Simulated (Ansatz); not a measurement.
# Run report: AlNi3, geometry relaxation (part 2 of 2)

AlNi3 (P4/mmm, 4 atoms in the cell); DFT PBEsol, scalar-relativistic, plane waves, PAW, spin-polarised (Ansatz 0.2.0); cutoff 420 eV, 14×14×14 k-mesh, Gaussian smearing of 0.1 eV, collinear spins. The structure derives from a Materials Project entry. It belongs to a series of runs on one base structure; here: biaxial strain in the a-b plane, c and atoms relaxed: -1.0 %.

Geometry of the input (Å; fractional positions):
```
3.4839  0.0000  0.0000
0.0000  3.4839  0.0000
0.0000  0.0000  3.5402
Al 0.0000  0.0000  0.0000
Ni 0.0000  0.5000  0.5000
Ni 0.5000  0.0000  0.5000
Ni 0.5000  0.5000  0.0000
```

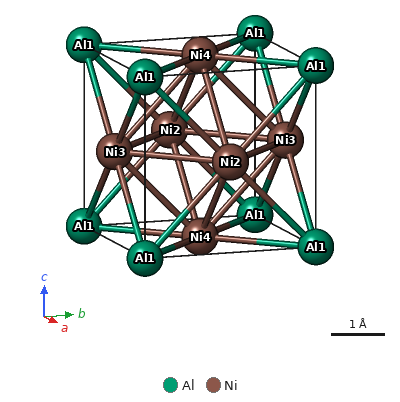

The geometry at step 2 of the log (ball-and-stick view of the cell of the calculation, seen slightly off an axis; atoms are numbered from 1 in the order of the input).

Output, continued:
```
relax step   3: F+E_penalty+E_count = -17941.24626367 eV  Δ(F+E_penalty+E_count) = -4.795e-4 eV  max|allowed force component| = 1.282e-29 eV/Å  Δτ_max = 0.0000 Å  P = +1.661 GPa  Ω = 43.239 Å³  energy of the carried Pulay correction = -9.600e-5 eV  fix = [a, b, gamma]  reactions: a +2.486, b +2.486 GPa  (11 SCF iters, dr2 threshold 4.00e-7 eV, accepted)
Initial wavefunctions: pseudopotential atomic-orbital guess (no wavefunctions were taken with the density)
iter 1 solved again at ethr=8.54e-9 eV; its pass at ethr=3.10e-3 eV (dr2=4.87e-6 eV) is discarded
SCF iter   1: F=—  HF=-17941.246358 eV  |F-HF|=—  |Δ(HF+E_count)|=         —  Δρ=1.66e-4 (↑1.66e-4 ↓1.38e-4)  dr2=8.40e-7  dr2_m=1.36e-7  M=0.676 μB ∫|m|=0.829 μB  β_m=0.65  ethr=8.54e-9  ⟨swp⟩=3.9  Hψ=128951  notcnv=0
preconditioner: auto → none  [metal: Δε(μ)=0.005 eV  Ē_g=7.700 eV  σ=0.100 eV  W_gap=0.03  n_scr=6 (ndim 8)  ℏωp=32.4 eV  f_vac=0.001  D(μ)=3.51/eV (n_scr^D=32)]
SCF iter   2: F=—  HF=-17941.246362 eV  |F-HF|=—  |Δ(HF+E_count)|=   4.60e-6  Δρ=5.86e-5 (↑5.86e-5 ↓4.88e-5)  dr2=1.60e-7  dr2_m=1.65e-8  M=0.676 μB ∫|m|=0.829 μB  β_m=0.61  ethr=1.47e-9  ⟨swp⟩=1.0  Hψ=20160  notcnv=0
SCF iter   3: F=—  HF=-17941.246363 eV  |F-HF|=—  |Δ(HF+E_count)|=   7.28e-7  Δρ=2.10e-5 (↑2.10e-5 ↓1.99e-5)  dr2=3.32e-7  dr2_m=5.13e-10  M=0.676 μB ∫|m|=0.829 μB  β_m=0.44  ethr=2.80e-10  ⟨swp⟩=2.0  Hψ=36037  notcnv=0
SCF iter   4: F=—  HF=-17941.246363 eV  |F-HF|=—  |Δ(HF+E_count)|=   9.26e-8  Δρ=1.16e-6 (↑5.09e-7 ↓1.16e-6)  dr2=6.54e-10  dr2_m=1.14e-10  M=0.676 μB ∫|m|=0.829 μB  β_m=0.53  ethr=2.80e-10  ⟨swp⟩=2.3  Hψ=33275  notcnv=0
SCF iter   5: F=—  HF=-17941.246363 eV  |F-HF|=—  |Δ(HF+E_count)|=   2.15e-9  Δρ=1.48e-6 (↑4.39e-7 ↓1.48e-6)  dr2=9.04e-10  dr2_m=1.72e-10  M=0.676 μB ∫|m|=0.829 μB  β_m=0.53  ethr=1.15e-12  ⟨swp⟩=2.0  Hψ=34747  notcnv=0
SCF iter   6: F=—  HF=-17941.246363 eV  |F-HF|=—  |Δ(HF+E_count)|=   2.14e-9  Δρ=8.49e-7 (↑4.22e-7 ↓8.49e-7)  dr2=1.95e-10  dr2_m=1.07e-10  M=0.676 μB ∫|m|=0.829 μB  β_m=0.69  ethr=1.15e-12  ⟨swp⟩=2.0  Hψ=35290  notcnv=0
SCF iter   7: F=—  HF=-17941.246363 eV  |F-HF|=—  |Δ(HF+E_count)|=   3.10e-8  Δρ=3.82e-7 (↑3.82e-7 ↓3.81e-7)  dr2=1.34e-10  dr2_m=4.31e-12  M=0.676 μB ∫|m|=0.829 μB  β_m=0.78  ethr=1.00e-12  ⟨swp⟩=2.0  Hψ=35710  notcnv=0
SCF iter   8: F=—  HF=-17941.246363 eV  |F-HF|=—  |Δ(HF+E_count)|=  7.93e-10  Δρ=2.55e-7 (↑2.06e-7 ↓2.55e-7)  dr2=6.62e-11  dr2_m=7.14e-13  M=0.676 μB ∫|m|=0.829 μB  β_m=0.82  ethr=1.00e-12  ⟨swp⟩=2.0  Hψ=27251  notcnv=0
SCF iter   9: F=—  HF=-17941.246363 eV  |F-HF|=—  |Δ(HF+E_count)|=  1.38e-10  Δρ=6.69e-8 (↑6.69e-8 ↓5.62e-8)  dr2=3.86e-12  dr2_m=2.21e-14  M=0.676 μB ∫|m|=0.829 μB  β_m=0.90  ethr=1.00e-12  ⟨swp⟩=2.3  Hψ=26544  notcnv=0
SCF iter  10: F=—  HF=-17941.246363 eV  |F-HF|=—  |Δ(HF+E_count)|=  7.28e-12  Δρ=3.81e-8 (↑2.11e-8 ↓3.81e-8)  dr2=8.80e-13  dr2_m=4.46e-14  M=0.676 μB ∫|m|=0.829 μB  β_m=0.81  ethr=1.00e-12  ⟨swp⟩=1.0  Hψ=20160  notcnv=0
SCF iter  11: F=-17941.246363 eV  HF=-17941.246363 eV  |F-HF|=0.00e0  |Δ(HF+E_count)|=  3.64e-12  Δρ=9.07e-9 (↑5.06e-9 ↓9.07e-9)  dr2=6.23e-14  dr2_m=1.82e-15  M=0.676 μB ∫|m|=0.829 μB  ethr=1.00e-12  ⟨swp⟩=3.2  Hψ=76169  notcnv=0
SCF 4 converged in 11 iterations: F = -17941.246363 eV  dr2 = 6.23e-14
relax step   4: F+E_penalty+E_count = -17941.24636302 eV  Δ(F+E_penalty+E_count) = -9.934e-5 eV  max|allowed force component| = 1.272e-29 eV/Å  Δτ_max = 0.0000 Å  P = +1.661 GPa  Ω = 43.239 Å³  fix = [a, b, gamma]  reactions: a +2.485, b +2.485 GPa  stress off target by 1.25e-2 GPa on what of the cell is left free  SCF on the basis re-selected at this cell (its energy is not comparable with the rows above)  (11 SCF iters)
```

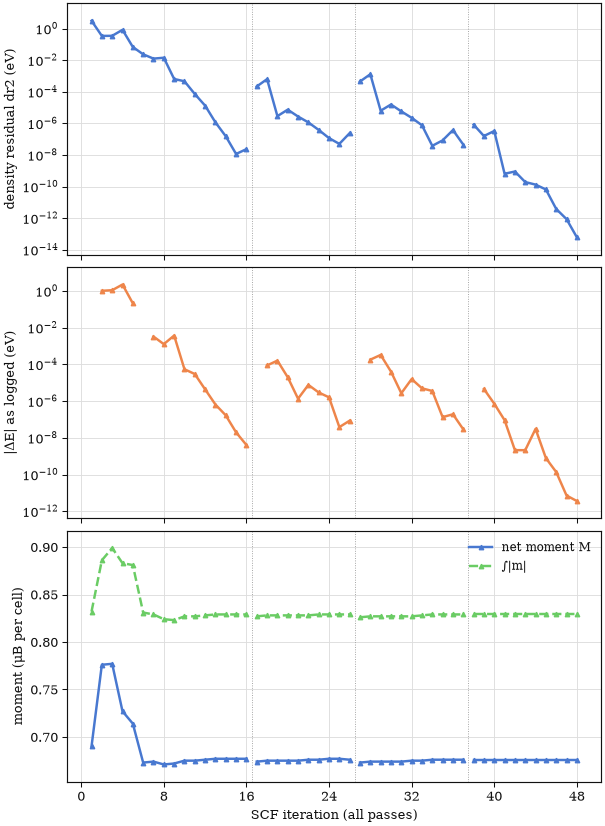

Convergence of the self-consistent field: density residual dr2, size of the energy change and magnetic moment against the SCF iteration. The dotted lines part the SCF passes of the relaxation: geometry steps, rejected trials and re-solves on a re-selected basis. The passes take 16, 10, 11 and 11 iterations. The net moment starts and ends at 0.7 μB per cell.

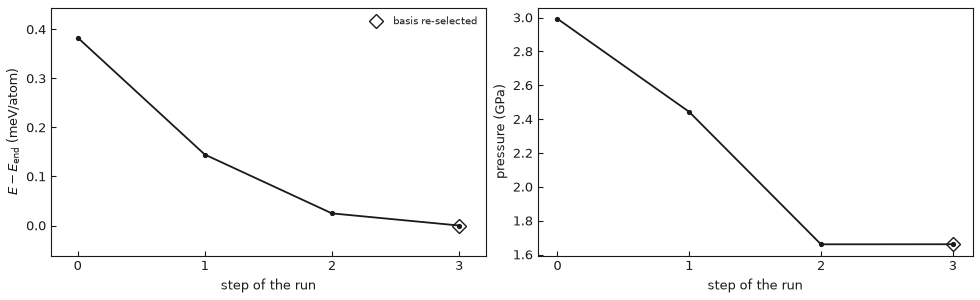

Progress of the relaxation, step by step (the first geometry is step 0 here and step 1 in the log).

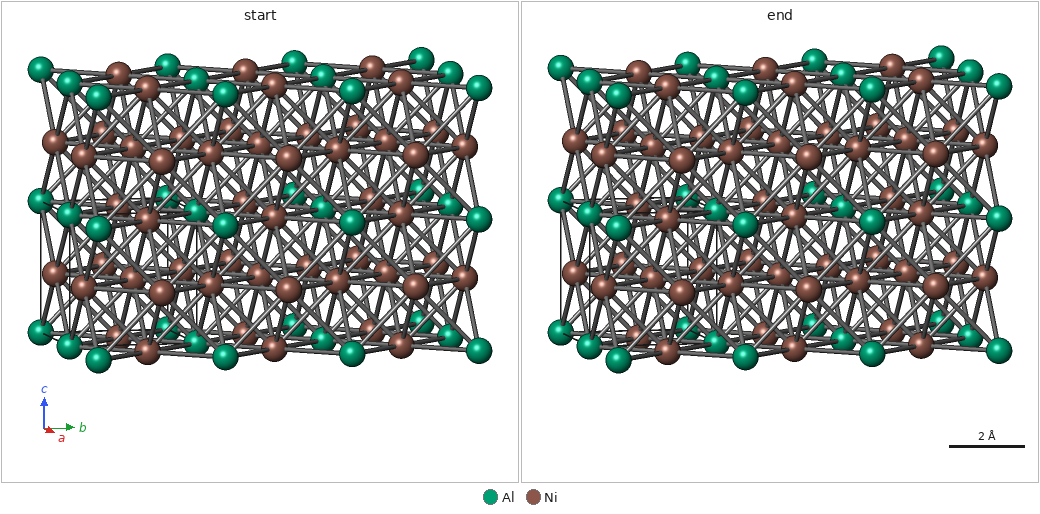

Before (left) and after (right) the relaxation, at one scale (ball-and-stick view of the cell of the calculation, repeated 2 × 3 × 2, seen slightly off an axis). Over 2 geometry steps the energy falls by 0.4 meV per atom. All forces vanish by symmetry, so only the cell relaxes. The pressure goes from 2.99 to 1.66 GPa. The atoms keep their places relative to the cell (all moves are under 0.005 Å). Cell: a = b stay at 3.484 Å, c 3.540 → 3.562 Å (+0.6 %). Volume +0.6 %. Among the contacts that change: Ni2–Ni4 2.483 → 2.491 Å, Al1–Ni2 2.483 → 2.491 Å. The space group stays P4/mmm (No. 123). A last SCF at the same geometry on a re-selected plane-wave basis shifts the energy by next to nothing (0.0 meV per atom). (Atoms are counted from 1 in the order of the input.)

```
basis re-selected at this cell: Δ(F+E_penalty+E_count) = -9.934e-5 eV, ΔP = +0.000 GPa vs the last step (what re-selecting the basis moved, of the pressure what is left beyond the Pulay correction that the steps carried, after the strain that the cell walked since its last selection, with what the two solves' SCF thresholds leave and, on support functions, any second-order correction that the steps lacked; it is no measure of the basis error at this ecutwfc). This SCF's stress stands 1.25e-2 GPa from its target on what of the cell is left free (relax.cell.stress_tol is 1.50e-2 GPa) and its largest allowed force component is 1.27e-29 eV/Å (relax.f_tol is 8.00e-3 eV/Å): within both
SCF converged after 11 iterations
Magnetization: 0.6759 μB (28.8379 up, 28.1621 down)
Absolute magnetization: 0.8293 μB (∫|ρ↑−ρ↓|, with the PAW one-centre terms)
Spin contamination: 0.0080 ħ² per cell (⟨S²⟩ above its minimum at these occupations)
Per-site moments (μB) at R_I (Å): [(-0.014060890212349096, 1.0161897466689793), (0.25044379636928576, 1.0161897466689793), (0.2504437963692859, 1.0161897466689793), (0.24417509252841205, 1.0161897466689793)]
Free energy (F): -17941.246363 eV
Harris-Foulkes:  -17941.246363 eV  (|F-HF|=0.00e0)
Internal energy: -17941.228795 eV  (E = F + TS)
E sigma→0 (E₀):  -17941.237579 eV
Entropy (-TS):   -0.017568 eV (-4.392 meV/atom)
Fermi energy:    16.537680 eV
--- Per-component energies (eV) ---
  E_band       = -893.867706
  E_kinetic    = 880.913283
  E_local      = -11815.004639  (includes V_loc(G=0)·N_el)
  E_nonlocal   = 1919.457663
  E_hartree    = 5029.673637
  E_xc         = -296.703354
  E_vxc        = -362.205447  (∫ρ·V_xc dr)
  E_paw        = -5240.798104  (= ΣΔE_a)
  E_vpaw       = -1576.377287  (= ΣTr[D̂ρ^β])
  E_aug_tail   = 0.001480  (compensation charges beyond the density's cutoff)
  E_ewald      = -8419.379766
  E_core_change = 0.611006  (= ΣΔE_core)
  E_smearing   = -0.017568  (= −TS)
  E_closure    = 0.000000  (closes the sum)
  Σ components = -17941.246363   (vs F -17941.246363, Δ=0.00e0)
--- Forces (eV/Å), atoms counted from 1 ---
  atom   1  Al     0.00000000     0.00000000     0.00000000
  atom   2  Ni    -0.00000000     0.00000000     0.00000000
  atom   3  Ni    -0.00000000     0.00000000     0.00000000
  atom   4  Ni     0.00000000    -0.00000000     0.00000000
  max |Σ_I F_I| component: 7.89e-31 eV/Å
--- Stress (GPa, compression-positive) ---
        2.485099      -0.000000      -0.000000
       -0.000000       2.485099       0.000000
       -0.000000       0.000000       0.012538
  P = ⅓ Tr σ = 1.6609 GPa (16.609 kbar)
--- Band table (eV; the first three rows and the last of 576) ---
  k-point 0 ↑: bands = ["-86.3407", "-86.3081", "-86.2949", "-46.9406", "-46.9402", "-46.9402", "-46.8606", "-46.8606", "-46.8500", "-46.7857", "-46.7746", "-46.7746", "6.2234", "11.9401", "12.6310", "12.6699", "13.0285", "13.0285", "13.0413", "15.0358", "15.1281", "15.1281", "15.9207", "16.0345", "16.3004", "16.4710", "16.4710", "16.5629", "17.0320", "17.5202", "17.5202", "23.0903", "23.4398", "24.2733", "28.9033"]
  k-point 1 ↑: bands = ["-86.3403", "-86.3084", "-86.2949", "-46.9391", "-46.9391", "-46.9388", "-46.8612", "-46.8612", "-46.8500", "-46.7877", "-46.7752", "-46.7752", "6.2860", "11.9577", "12.5919", "12.7099", "13.0410", "13.0410", "13.0557", "15.0197", "15.0933", "15.0933", "15.8772", "16.0343", "16.2757", "16.3120", "16.3120", "16.5629", "16.7926", "17.7589", "17.7589", "23.3935", "23.4303", "24.3744", "28.6991"]
  k-point 2 ↑: bands = ["-86.3391", "-86.3096", "-86.2948", "-46.9358", "-46.9358", "-46.9335", "-46.8629", "-46.8629", "-46.8502", "-46.7935", "-46.7767", "-46.7767", "6.4726", "11.9803", "12.4825", "12.8267", "13.0776", "13.0776", "13.0974", "14.9733", "14.9933", "14.9933", "15.7211", "16.0303", "16.0322", "16.0322", "16.2055", "16.2855", "16.5630", "18.2759", "18.2759", "23.4023", "23.8726", "24.9312", "27.7089"]
  k-point 287 ↓: bands = ["-86.0223", "-85.9954", "-85.9954", "-46.6618", "-46.6618", "-46.6509", "-46.6295", "-46.5290", "-46.5290", "-46.5048", "-46.4416", "-46.4166", "10.7225", "12.5170", "12.5229", "12.5229", "14.3131", "14.3131", "14.3923", "14.5846", "14.5846", "14.6792", "15.3236", "15.3623", "15.3623", "15.5597", "15.6779", "16.1744", "16.6226", "16.6686", "16.6686", "20.3355", "20.8279", "20.9557", "20.9557"]
--- Relaxed structure (3 steps of the walk, 3 accepted, 1 SCFs on fresh bases) ---
  F+E_penalty+E_count = -17941.24636302 eV   max|allowed force component| = 1.272e-29 eV/Å   (the final SCF, on the basis selected at the relaxed cell)
  cell:  # Å, volume = 43.2392 Å³
    - [3.4839013859, -1.3318732799355914e-112, 3.10098266416257e-33]
    - [-1.3318732799355914e-112, 3.4839013859, 7.483066274523576e-37]
    - [3.1510995557545804e-33, 7.60400471948499e-37, 3.5624240269033165]
  atoms:
    - { symbol: Al, position: [-5.1825787325944635e-36, -2.5912893662096386e-35, -6.162683706441406e-36] }
    - { symbol: Ni, position: [-1.5547736197294768e-35, 0.5, 0.5] }
    - { symbol: Ni, position: [0.5, 2.5912893662724855e-35, 0.5] }
    - { symbol: Ni, position: [0.5, 0.5, 6.162683706410382e-36] }
--- Löwdin populations: 4 sites ---
  site symbol       q [e]    m [muB]
     0     Al      3.5391    -0.0376
     1     Ni     17.6283     0.2477
     2     Ni     17.6283     0.2477
     3     Ni     17.6275     0.2412
  spilling = 0.010121 (of n_electrons = 57.000000)
```

Trajectory as extended XYZ (Å, eV, eV/Å), 4 frames, from step=1 to step=4:
```
4
Lattice="3.4839 0.0000 0.0000 0.0000 3.4839 0.0000 0.0000 0.0000 3.5402" Properties=species:S:1:pos:R:3:forces:R:3 step=1 energy=-17941.24483 pressure_GPa=2.99
Al    0.0000    0.0000    0.0000    0.0000   0.0000   0.0000
Ni    0.0000    1.7420    1.7701    0.0000   0.0000   0.0000
Ni    1.7420    0.0000    1.7701    0.0000   0.0000   0.0000
Ni    1.7420    1.7420    0.0000    0.0000   0.0000   0.0000
4
Lattice="3.4839 0.0000 0.0000 0.0000 3.4839 0.0000 0.0000 0.0000 3.5493" Properties=species:S:1:pos:R:3:forces:R:3 step=2 energy=-17941.24578 pressure_GPa=2.44
Al    0.0000    0.0000    0.0000    0.0000   0.0000   0.0000
Ni    0.0000    1.7420    1.7746    0.0000   0.0000   0.0000
Ni    1.7420    0.0000    1.7746    0.0000   0.0000   0.0000
Ni    1.7420    1.7420    0.0000    0.0000   0.0000   0.0000
4
Lattice="3.4839 0.0000 0.0000 0.0000 3.4839 0.0000 0.0000 0.0000 3.5624" Properties=species:S:1:pos:R:3:forces:R:3 step=3 energy=-17941.24626 pressure_GPa=1.66
Al    0.0000    0.0000    0.0000    0.0000   0.0000   0.0000
Ni    0.0000    1.7420    1.7812    0.0000   0.0000   0.0000
Ni    1.7420    0.0000    1.7812    0.0000   0.0000   0.0000
Ni    1.7420    1.7420    0.0000    0.0000   0.0000   0.0000
4
Lattice="3.4839 0.0000 0.0000 0.0000 3.4839 0.0000 0.0000 0.0000 3.5624" Properties=species:S:1:pos:R:3:forces:R:3 step=4 energy=-17941.24636 pressure_GPa=1.66
Al    0.0000    0.0000    0.0000    0.0000   0.0000   0.0000
Ni    0.0000    1.7420    1.7812    0.0000   0.0000   0.0000
Ni    1.7420    0.0000    1.7812    0.0000   0.0000   0.0000
Ni    1.7420    1.7420    0.0000    0.0000   0.0000   0.0000
```
